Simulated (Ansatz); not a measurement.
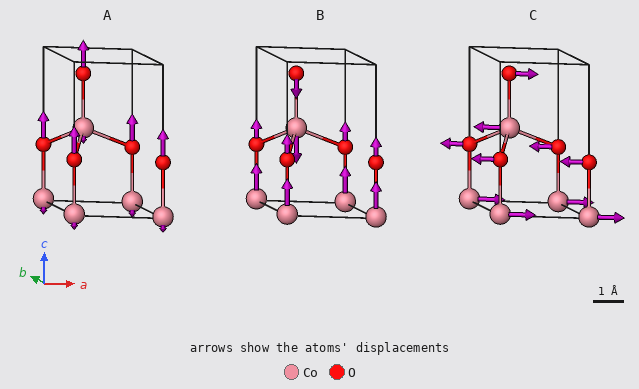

Modes of crystalline CoO, space group P6₃mc (No. 186), at the zone centre (one member of each degenerate set). Displacements are drawn as purple arrows; their common scale and sign are arbitrary. The picture is a ball-and-stick view of the cell of the calculation, seen slightly off an axis.

Theory: DFT PBEsol, scalar-relativistic, plane waves, PAW (Ansatz 0.2.0).

The frequencies depend somewhat on the k-mesh and the smearing.

Which are infrared-active and which Raman-active?

Answer. A is A₁, infrared- and Raman-active by symmetry (447 cm⁻¹). B is B₁, silent by symmetry (neither infrared- nor Raman-active) (174 cm⁻¹). C is E₂, Raman-active by symmetry (46 cm⁻¹). In a metal the free carriers screen the infrared response.
